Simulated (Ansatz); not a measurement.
# Calculations on SnO2

Part 1: Relaxation

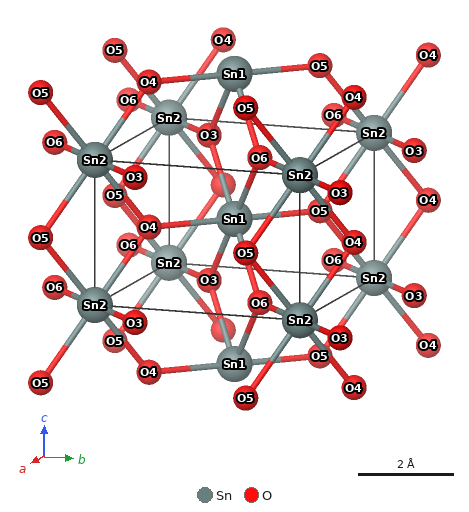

This is the input geometry for a relaxation of solid SnO₂ (set up in Pnnm). The picture is a ball-and-stick view of the cell of the calculation, seen slightly off an axis.

Case: volume × 0.94, shape and atoms relaxed.

All numbers below come from DFT LDA, scalar-relativistic, plane waves, PAW (Ansatz 0.2.0).

The input:
```yaml
crystal:
  lattice:
    - [4.6144448471, 0.0, 0.0]
    - [0.0, 4.6168456285, 0.0]
    - [0.0, 0.0, 3.1394089154]
  atoms:
    - { symbol: Sn, position: [0.5, 0.5, 0.5] }
    - { symbol: Sn, position: [0.0, 0.0, 0.0] }
    - { symbol: O, position: [0.3052138036, 0.3061185681, 0.0] }
    - { symbol: O, position: [0.8052138036, 0.1938814319, 0.5] }
    - { symbol: O, position: [0.1947861964, 0.8061185681, 0.5] }
    - { symbol: O, position: [0.6947861964, 0.6938814319, 0.0] }
basis:
  ecutwfc: 420
kpoints:
  mp_grid: { grid: [6, 6, 8] }
hamiltonian:
  xc: lda
scf:
  occupations: { method: gaussian, width: 0.02 }
output:
  forces: true
  stress: true
  eigenvalues: true
relax:
  adjacent_minimum: "off"
  f_tol: 0.01
  max_steps: 30
  cell: { stress_tol: 0.1, fix: [volume] }
```

Launched with:
```bash
ansatz run input.yaml --threads 1 --pin off --max-ram 2560MiB --backend cpu --events-out ev --progress --plain --runs-dir out
```

Predict the outcome.

Answer. The energy falls by 2.4 meV per cell of the calculation in 6 accepted moves (7 points after the start). The largest force component goes from 0.071 to 0.0021 eV/Å. Pressure: 15.10 GPa at the start and 14.75 GPa at the end. The SCF was repeated once at an unchanged geometry on a basis and grid sized afresh for the cell, which shifted the energy by less than 0.05 meV per cell of the calculation at most. The largest moves relative to the cell, 0.005 Å, are those of O3, O4, O5 and O6. O4 goes along [−2 −1 0]. Sn stays in place. The drawn cell changes at constant volume: a 4.614 → 4.602 Å (−0.3 %), b 4.617 → 4.608 Å (−0.2 %), c 3.139 → 3.154 Å (+0.5 %). Near-neighbour distances that change, for instance: Sn1–O4 1.995 → 1.989 Å, Sn1–O3 2.018 → 2.023 Å. Within 0.06 Å the space group is P4_2/mnm at the start and P4_2/mnm at the end; at a tighter tolerance small leftover displacements or strains of the cell lower it. The run took 2 min on 1 thread of Intel(R) Xeon(R) Processor @ 2.50GHz (Skylake/Cascade Lake) (shared host), peak memory 0.45 GiB.

Part 2: Relaxation

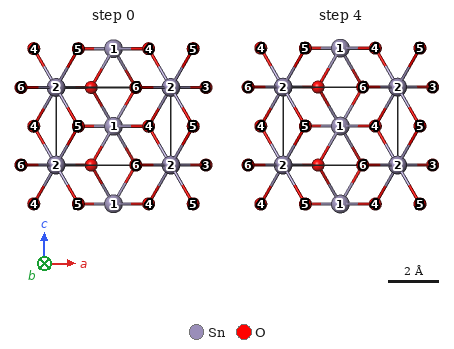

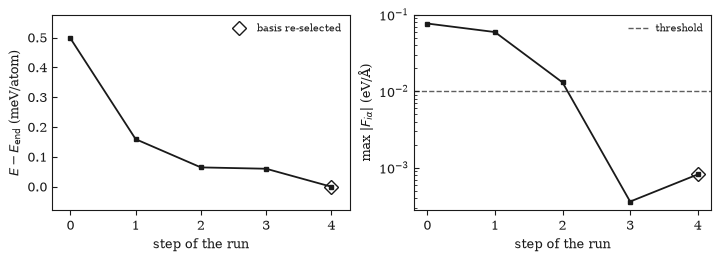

First and last geometry of a relaxation of a crystal of SnO2 (set up in Pnnm), with the history of the run. Style: ball-and-stick. Shown: the cell of the calculation, along the b axis.

Case: volume × 0.97, shape and atoms relaxed.

Computed with Ansatz, DFT LDA, scalar-relativistic, plane waves, PAW.

The input:
```yaml
crystal:
  lattice:
    - [4.673578604, 0.0, 0.0]
    - [0.0, 4.6765235623, 0.0]
    - [0.0, 0.0, 3.1577947817]
  atoms:
    - { symbol: Sn, position: [0.5, 0.5, 0.5] }
    - { symbol: Sn, position: [0.0, 0.0, 0.0] }
    - { symbol: O, position: [0.3055669669, 0.3065721211, 0.0] }
    - { symbol: O, position: [0.8055669669, 0.1934278789, 0.5] }
    - { symbol: O, position: [0.1944330331, 0.8065721211, 0.5] }
    - { symbol: O, position: [0.6944330331, 0.6934278789, 0.0] }
basis:
  ecutwfc: 420
kpoints:
  mp_grid: { grid: [6, 6, 8] }
hamiltonian:
  xc: lda
scf:
  occupations: { method: gaussian, width: 0.02 }
output:
  forces: true
  stress: true
  eigenvalues: true
  write_density: true
  write_potential: true
  elf: true
  volumetric_format: npy
relax:
  adjacent_minimum: "off"
  f_tol: 0.01
  max_steps: 30
  cell: { stress_tol: 0.1, fix: [volume] }
```

Run as
```bash
ansatz run input.yaml --threads 1 --pin off --max-ram 2560MiB --backend cpu --events-out ev --progress --plain --runs-dir out
```

Did the run converge, and what did it change?

Answer. It converged. After 3 accepted moves (4 points after the start) the energy has fallen by 0.5 meV per atom. The largest force component goes from 0.077 to 0.00082 eV/Å. Pressure: 7.08 GPa at the start and 6.71 GPa at the end. The SCF was repeated once at an unchanged geometry on a basis and grid sized afresh for the cell, which shifted the energy by 0.1 meV per atom at most. No atom moves by more than 0.005 Å relative to the cell. The drawn cell changes at constant volume: a 4.674 → 4.663 Å (−0.2 %), b 4.677 → 4.665 Å (−0.2 %), c 3.158 → 3.172 Å (+0.5 %). Near-neighbour distances that change, for instance: Sn1–O4 2.024 → 2.016 Å, Sn1–O3 2.034 → 2.039 Å. The space group stays P4_2/mnm (No. 136). Cost: 96 s on 1 thread of Intel(R) Xeon(R) Processor @ 2.50GHz (Skylake/Cascade Lake), on a shared host, peak memory 0.45 GiB.

Part 3: A change

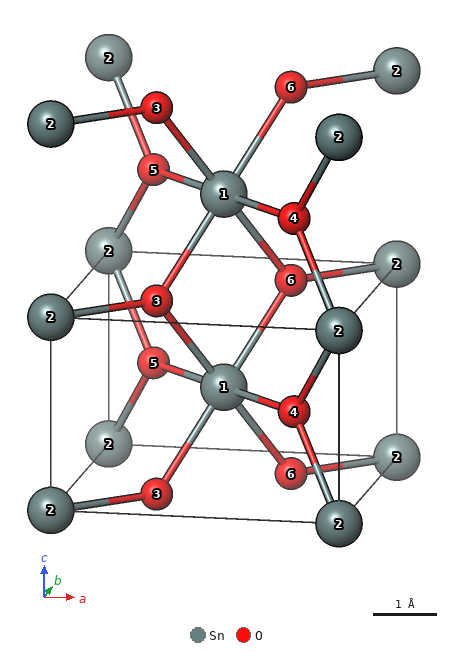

The starting point is solid SnO2. A ball-and-stick model of the cell of the calculation, repeated 1 × 1 × 2 with one cell outlined, seen slightly off an axis.

Computed with DFT LDA, scalar-relativistic, plane waves, PAW (Ansatz 0.2.0). Settings: plane-wave cutoff 420 eV; k-point mesh 6 × 6 × 8; occupations gaussian; smearing width 0.02 eV; no spin polarisation.

The variant: The volume is changed by +3.0 %. The cell's shape and the atoms are relaxed at that volume.

Q: What is the effect?

A: The energy rises by 6.4 meV per atom. Pressure: 0.0 GPa before, −5.6 GPa after. The drawn cell changes as follows: a 4.721 → 4.779 Å (+1.2 %), b 4.724 → 4.780 Å (+1.2 %), c 3.190 → 3.208 Å (+0.6 %); the volume changes by +3.0 %. The largest moves relative to the cell, 0.004 Å, are those of O3, O4, O5 and O6. O5 goes along [−3 1 0]. Sn stays in place. Some distances before and after: O–Sn 2.051 → 2.069 to 2.073 Å. The space group stays P4_2/mnm (No. 136).
